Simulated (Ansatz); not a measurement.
Geometry relaxation, with input and output: Al₄Ni (part 2 of 2)

Continued. System: Al₄Ni (Im-3m, 5 atoms in the cell). Method: DFT PBE, scalar-relativistic, plane waves, PAW, no spin polarisation (Ansatz 0.2.0); cutoff 420 eV, 10×10×10 k-mesh, Gaussian smearing of 0.1 eV. The structure was made by a generator, so it may or may not be a known phase.

Geometry of the input (Å; fractional positions):
```
-2.8000  2.8000  2.8000
2.8000  -2.8000  2.8000
2.8000  2.8000  -2.8000
Al 0.0000  -0.0000  0.5000
Al 0.5000  0.0000  0.0000
Al 0.5000  0.5000  0.5000
Al 0.0000  0.5000  -0.0000
Ni 0.0000  0.0000  0.0000
```

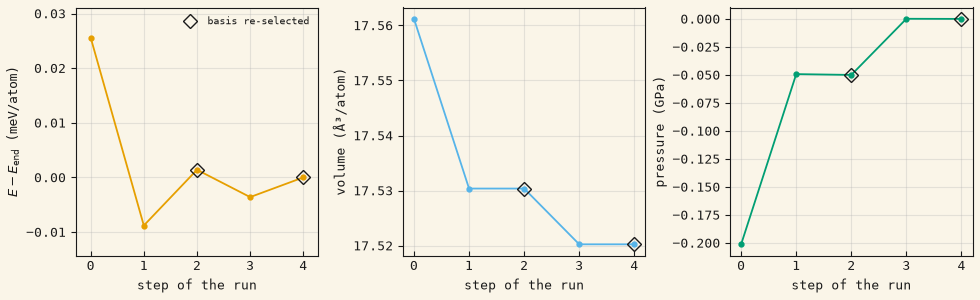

*Progress of the relaxation, step by step (the first geometry is step 0 here and step 1 in the log).*

The energy falls by next to nothing (0.0 meV per atom) in 2 geometry steps. All forces vanish by symmetry, so only the cell relaxes. The pressure goes from −0.20 to 0.00 GPa. 1 further SCF at an unchanged geometry re-selected the plane-wave basis for the new cell. The atoms keep their places relative to the cell (all moves are under 0.005 Å). The volume changes by −0.2 %, with a = b = c 4.850 → 4.846 Å (−0.1 %). The space group stays Im-3m (No. 229). The energy change given includes the shifts at the re-selections in mid-walk, which come without any move. A last SCF at the same geometry on a re-selected plane-wave basis shifts the energy by +0.0 meV per atom.

```
basis re-selected at this cell: Δ(F+E_penalty+E_count) = +1.848e-5 eV, ΔP = -0.000 GPa vs the last step (what re-selecting the basis moved, of the pressure what is left beyond the Pulay correction that the steps carried, after the strain that the cell walked since its last selection, with what the two solves' SCF thresholds leave and, on support functions, any second-order correction that the steps lacked; it is no measure of the basis error at this ecutwfc). This SCF's stress stands 1.68e-5 GPa from its target on what of the cell is left free (relax.cell.stress_tol is 5.00e-2 GPa) and its largest allowed force component is 2.08e-30 eV/Å (relax.f_tol is 1.00e-2 eV/Å): within both
SCF converged after 7 iterations
Free energy (F): -7990.187483 eV
Harris-Foulkes:  -7990.187483 eV  (|F-HF|=9.09e-13)
Internal energy: -7990.171711 eV  (E = F + TS)
E sigma→0 (E₀):  -7990.179597 eV
Entropy (-TS):   -0.015772 eV (-3.154 meV/atom)
Fermi energy:    7.631892 eV
--- Per-component energies (eV) ---
  E_band       = -441.895968
  E_kinetic    = 373.283885
  E_local      = -5862.530050  (includes V_loc(G=0)·N_el)
  E_nonlocal   = 676.469440
  E_hartree    = 2567.894068
  E_xc         = -242.608068
  E_vxc        = -223.680007  (∫ρ·V_xc dr)
  E_paw        = -3499.794364  (= ΣΔE_a)
  E_vpaw       = -541.227914  (= ΣTr[D̂ρ^β])
  E_aug_tail   = 0.000541  (compensation charges beyond the density's cutoff)
  E_ewald      = -2002.887163
  E_smearing   = -0.015772  (= −TS)
  E_closure    = 0.000000  (closes the sum)
  Σ components = -7990.187483   (vs F -7990.187483, Δ=0.00e0)
--- Forces (eV/Å), atoms counted from 1 ---
  atom   1  Al    -0.00000000    -0.00000000     0.00000000
  atom   2  Al    -0.00000000     0.00000000     0.00000000
  atom   3  Al    -0.00000000    -0.00000000    -0.00000000
  atom   4  Al    -0.00000000    -0.00000000    -0.00000000
  atom   5  Ni     0.00000000     0.00000000     0.00000000
  max |Σ_I F_I| component: 1.73e-31 eV/Å
--- Stress (GPa, compression-positive) ---
       -0.000017       0.000000       0.000000
        0.000000      -0.000017      -0.000000
        0.000000      -0.000000      -0.000017
  P = ⅓ Tr σ = -0.0000 GPa (-0.000 kbar)
--- Band table (eV; the first three rows and the last of 47) ---
  k-point 0: bands = ["-96.0917", "-56.4959", "-56.4959", "-56.4959", "-2.2896", "3.9168", "3.9168", "3.9168", "4.9779", "4.9779", "5.7887", "5.7887", "5.7887", "6.9483", "6.9483", "6.9483", "8.3372", "8.4277", "8.4277", "8.4277"]
  k-point 1: bands = ["-96.0917", "-56.4959", "-56.4959", "-56.4959", "-2.1965", "3.7738", "3.8375", "3.9152", "4.9132", "4.9605", "5.2644", "5.6122", "5.7553", "6.7940", "6.8969", "6.9701", "8.5357", "8.7140", "8.7677", "9.0835"]
  k-point 2: bands = ["-96.0917", "-56.4960", "-56.4959", "-56.4959", "-1.9184", "3.1454", "3.6487", "3.9108", "4.5904", "4.8048", "4.9255", "5.2618", "5.6257", "6.6625", "6.8167", "7.1305", "8.8625", "9.4411", "9.6062", "10.2080"]
  k-point 46: bands = ["-96.0917", "-56.4961", "-56.4961", "-56.4961", "1.8739", "1.8866", "1.8866", "1.8866", "3.0420", "3.0420", "4.5797", "4.5797", "4.5797", "6.2018", "6.2018", "10.8762", "10.8762", "10.8762", "12.0990", "12.0990"]
--- Relaxed structure (3 steps of the walk, 3 accepted, 2 SCFs on fresh bases) ---
  F+E_penalty+E_count = -7990.18748264 eV   max|allowed force component| = 2.085e-30 eV/Å   (the final SCF, on the basis selected at the relaxed cell)
  cell:  # Å, volume = 87.6011 Å³
    - [-2.797799573349161, 2.797799573349161, 2.797799573349161]
    - [2.797799573349161, -2.797799573349161, 2.797799573349161]
    - [2.797799573349161, 2.797799573349161, -2.797799573349161]
  atoms:
    - { symbol: Al, position: [0.0, 0.0, 0.5] }
    - { symbol: Al, position: [0.5, 0.0, 0.0] }
    - { symbol: Al, position: [0.5, 0.5, 0.5] }
    - { symbol: Al, position: [0.0, 0.5, 0.0] }
    - { symbol: Ni, position: [-1.5001658581749082e-37, 7.836687319425938e-38, -5.373728446613733e-38] }
```

Trajectory as extended XYZ (Å, eV, eV/Å), 5 frames, from step=1 to step=5
```
5
Lattice="-2.8000 2.8000 2.8000 2.8000 -2.8000 2.8000 2.8000 2.8000 -2.8000" Properties=species:S:1:pos:R:3:forces:R:3 step=1 energy=-7990.18736 pressure_GPa=-0.20
Al    1.4000    1.4000   -1.4000    0.0000   0.0000   0.0000
Al   -1.4000    1.4000    1.4000    0.0000   0.0000   0.0000
Al    1.4000    1.4000    1.4000    0.0000   0.0000   0.0000
Al    1.4000   -1.4000    1.4000    0.0000   0.0000   0.0000
Ni    0.0000    0.0000    0.0000    0.0000   0.0000   0.0000
5
Lattice="-2.7983 2.7983 2.7983 2.7983 -2.7983 2.7983 2.7983 2.7983 -2.7983" Properties=species:S:1:pos:R:3:forces:R:3 step=2 energy=-7990.18753 pressure_GPa=-0.05
Al    1.3992    1.3992   -1.3992    0.0000   0.0000   0.0000
Al   -1.3992    1.3992    1.3992    0.0000   0.0000   0.0000
Al    1.3992    1.3992    1.3992    0.0000   0.0000   0.0000
Al    1.3992   -1.3992    1.3992    0.0000   0.0000   0.0000
Ni    0.0000    0.0000    0.0000    0.0000   0.0000   0.0000
5
Lattice="-2.7983 2.7983 2.7983 2.7983 -2.7983 2.7983 2.7983 2.7983 -2.7983" Properties=species:S:1:pos:R:3:forces:R:3 step=3 energy=-7990.18748 pressure_GPa=-0.05
Al    1.3992    1.3992   -1.3992    0.0000   0.0000   0.0000
Al   -1.3992    1.3992    1.3992    0.0000   0.0000   0.0000
Al    1.3992    1.3992    1.3992    0.0000   0.0000   0.0000
Al    1.3992   -1.3992    1.3992    0.0000   0.0000   0.0000
Ni    0.0000    0.0000    0.0000    0.0000   0.0000   0.0000
5
Lattice="-2.7978 2.7978 2.7978 2.7978 -2.7978 2.7978 2.7978 2.7978 -2.7978" Properties=species:S:1:pos:R:3:forces:R:3 step=4 energy=-7990.18750 pressure_GPa=0.00
Al    1.3989    1.3989   -1.3989    0.0000   0.0000   0.0000
Al   -1.3989    1.3989    1.3989    0.0000   0.0000   0.0000
Al    1.3989    1.3989    1.3989    0.0000   0.0000   0.0000
Al    1.3989   -1.3989    1.3989    0.0000   0.0000   0.0000
Ni    0.0000    0.0000    0.0000    0.0000   0.0000   0.0000
5
Lattice="-2.7978 2.7978 2.7978 2.7978 -2.7978 2.7978 2.7978 2.7978 -2.7978" Properties=species:S:1:pos:R:3:forces:R:3 step=5 energy=-7990.18748 pressure_GPa=-0.00
Al    1.3989    1.3989   -1.3989    0.0000   0.0000   0.0000
Al   -1.3989    1.3989    1.3989    0.0000   0.0000   0.0000
Al    1.3989    1.3989    1.3989    0.0000   0.0000   0.0000
Al    1.3989   -1.3989    1.3989    0.0000   0.0000   0.0000
Ni    0.0000    0.0000    0.0000    0.0000   0.0000   0.0000
```

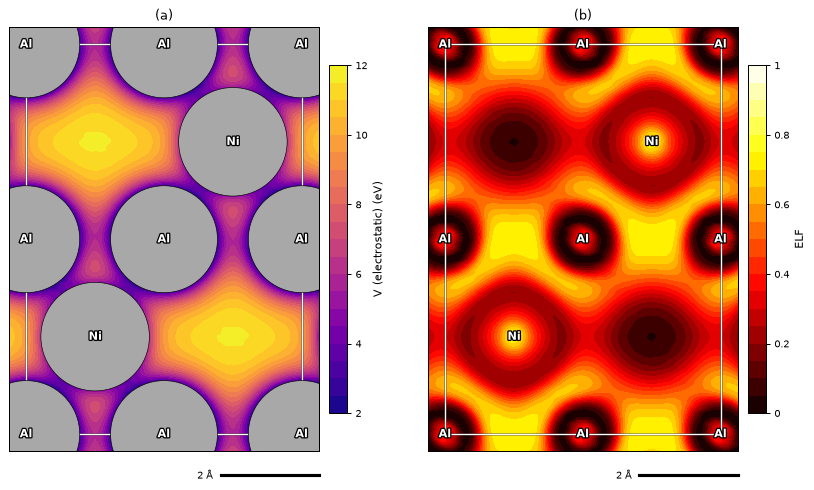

*(a) electrostatic potential (local pseudopotential plus Hartree) felt by an electron; (b) ELF on the (101̄) plane of the conventional cell. Grey discs, where drawn, cover atomic cores.*

The section cuts through Al and Ni sites. The strong features right at Ni lie inside the PAW spheres (semicore, d or f shells) and say nothing about bonding. Outside the cores the potential energy rises away from the atoms and is highest about 2.4 Å from the nearest atoms; outside the discs it spans about 9 eV, and its zero is arbitrary. The fields are those of the smooth PAW valence density.

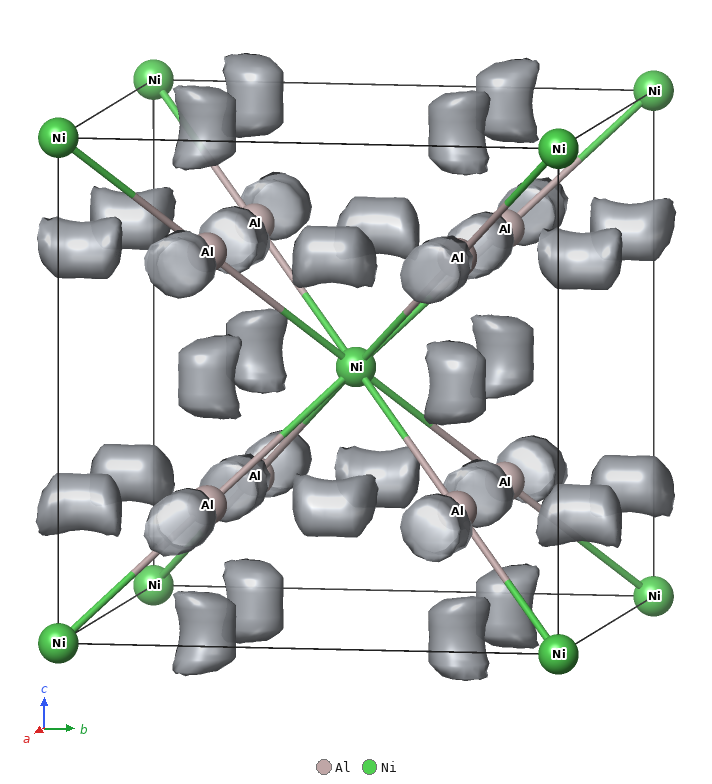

*Isosurface of the electron localisation function at 0.7 (grey), seen slightly off an axis. Core shells and regions of very low density are left out. Sticks mark near contacts. The outline is the cell set on symmetry axes.*

Along the contacts the grid gives the following. Al–Ni (2.42 Å): the ELF peaks at about 0.65 between the atoms.

Summary

| quantity | value |
| --- | --- |
| outcome | converged |
| space group (tolerance 0.01 Å) | Im-3m (229) |
| electrons treated | 30 |
| free energy | −7990.1875 eV |
| Fermi energy | 7.632 eV |
| gap on the k-point mesh | none (metallic) |
| pressure | 0.00 GPa |
| final volume | 87.60 Å³ |
| largest force (length of the vector) at the end | under 0.001 eV/Å |
| final cell | a = 4.846 Å, b = 4.846 Å, c = 4.846 Å, α = 109.47°, β = 109.47°, γ = 109.47° |
| wall time | 52 s |
| peak memory | 0.4 GiB |

The run has no spin polarisation, so a magnetic state may lie lower.
